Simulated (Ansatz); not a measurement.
Consider Si₂W.

```
CELL_PARAMETERS angstrom
4.46168 0.00000 0.00000
-2.23084 3.86393 0.00000
0.00000 0.00000 6.93347
ATOMIC_POSITIONS crystal
Si 0.83618 0.67236 0.50000
Si 0.16382 0.83618 0.83333
Si 0.67236 0.83618 0.16667
Si 0.16382 0.32764 0.50000
Si 0.83618 0.16382 0.83333
Si 0.32764 0.16382 0.16667
W 0.00000 0.50000 0.16667
W 0.50000 0.50000 0.83333
W 0.50000 0.00000 0.50000
```

Space group P6₂22; a structure from a database of computed crystals, not necessarily the ambient phase; changed on purpose from its base cell (strain -0.025 along x and y, +0.050 along z, atoms carried along).

Level of theory: Ansatz 0.2.0, DFT PBEsol, scalar-relativistic, plane waves, PAW.

Q: What can the converged valence pseudo-density and electron localisation function tell about the bonding?

A: Si–Si (2.53 Å): ρ at the midpoint is about 0.38 e/Å³; the ELF peaks at about 0.70 between the atoms.
Si–W (2.57 Å): ρ is about 0.46 e/Å³ halfway; the ELF peaks at about 0.75 in the valence shell of Si, 0.9 Å from its nucleus, and is about 0.45 at the midpoint.
Si–Si (2.60 Å): ρ is about 0.33 e/Å³ halfway; the ELF peaks at about 0.55 in the valence shell of Si, 0.9 Å from its nucleus, and is about 0.50 at the midpoint.

Q: Does the calculation make it a metal, or give it a gap?

A: It is gapped, with a Kohn–Sham gap of 0.36 eV on the k-point mesh, an upper bound to the gap of this method.

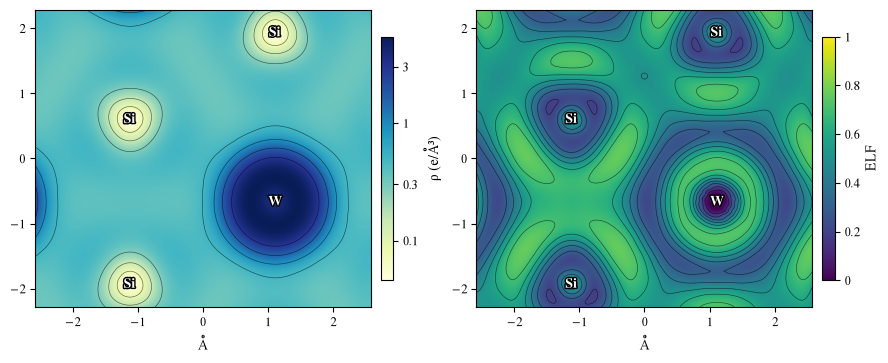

Computed valence pseudo-density and electron localisation function on the (001) plane of the conventional cell, in this order. 

In a PAW calculation such maps are meaningful between the atoms, not at the nuclei.
